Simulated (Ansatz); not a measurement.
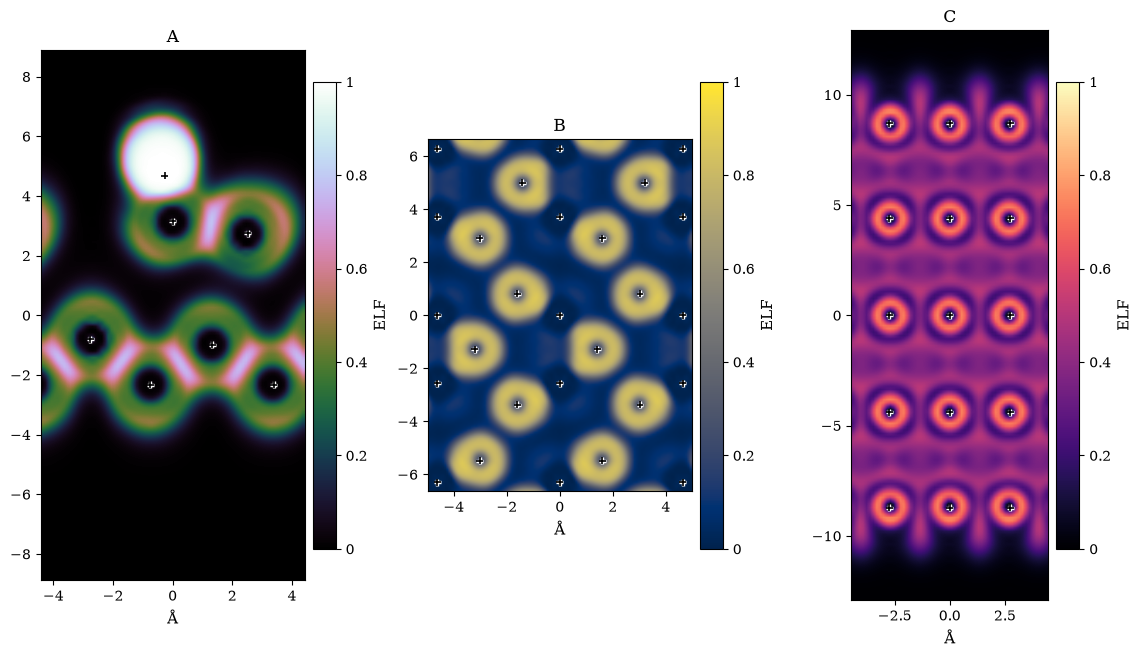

The electron localisation function of 3 systems, each on a plane through atoms (crosses mark nuclei in the plane).

These are results of Ansatz 0.2.0, DFT LDA, scalar-relativistic, plane waves, PAW, not measurements.

System 1: Ge₁₂H₅ (slab), the (100) plane of the calculation cell, a cut from vacuum to vacuum. 

System 2: Al₂O₃, the (010) plane of the conventional cell. Space group R-3c; computed pressure about 20 GPa in this cell.

```xyz
30
Lattice="4.6271 0.0000 0.0000 -2.3136 4.0072 0.0000 0.0000 0.0000 12.5819" Properties=species:S:1:pos:R:3 pbc="T T T"
Al    2.3136    1.3357    2.3305
Al    0.0000    2.6715    6.5245
Al    0.0000    0.0000   10.7185
Al    0.0000    2.6715    3.9604
Al    0.0000    0.0000    8.1543
Al    2.3136    1.3357   12.3484
Al    0.0000    0.0000    1.8634
Al    2.3136    1.3357    6.0574
Al    0.0000    2.6715   10.2514
Al    0.0000    2.6715    0.2335
Al    0.0000    0.0000    4.4276
Al    2.3136    1.3357    8.6215
O     3.7322    1.3357    1.0485
O     1.4186    2.6715    5.2425
O     1.4186    0.0000    9.4364
O     1.6042    2.5643    1.0485
O    -0.7093    3.9000    5.2425
O    -0.7093    1.2286    9.4364
O     1.6042    0.1072    1.0485
O    -0.7093    1.4429    5.2425
O     1.6042    2.7786    9.4364
O     3.2085    0.0000    3.1455
O     0.8949    1.3357    7.3394
O    -1.4186    2.6715   11.5335
O    -1.6042    2.7786    3.1455
O     3.0229    0.1072    7.3394
O     0.7093    1.4429   11.5335
O     0.7093    1.2286    3.1455
O     3.0229    2.5643    7.3394
O     0.7093    3.9000   11.5335
```

System 3: W (slab), the (010) plane of the calculation cell, a cut from vacuum to vacuum. 

```yaml
crystal:
  lattice:
    - [1.58250, 2.23799, 0.00000]
    - [-1.58250, 2.23799, 0.00000]
    - [0.00000, 0.00000, 33.90394]
  atoms:
    - { symbol: W, position: [0.00000, 0.00000, 0.24302] }
    - { symbol: W, position: [0.50000, 0.50000, 0.30522] }
    - { symbol: W, position: [0.00000, 0.00000, 0.37033] }
    - { symbol: W, position: [0.50000, 0.50000, 0.43518] }
    - { symbol: W, position: [0.00000, 0.00000, 0.50000] }
    - { symbol: W, position: [0.50000, 0.50000, 0.56482] }
    - { symbol: W, position: [0.00000, 0.00000, 0.62967] }
    - { symbol: W, position: [0.50000, 0.50000, 0.69478] }
    - { symbol: W, position: [0.00000, 0.00000, 0.75698] }
```

**Match each panel to its system.**

Panel A is system 1, Ge₁₂H₅: the plane holds Ge and H. Ge–H (1.56 Å): the ELF climbs to about 1 towards the hydrogen. Panel B is system 2, Al₂O₃: the plane holds Al and O. Al–O (1.80 Å): the ELF peaks at about 0.85 in the valence shell of O, 0.7 Å from its nucleus, and is about 0.85 at the midpoint. Panel C is system 3, W: the plane holds W.
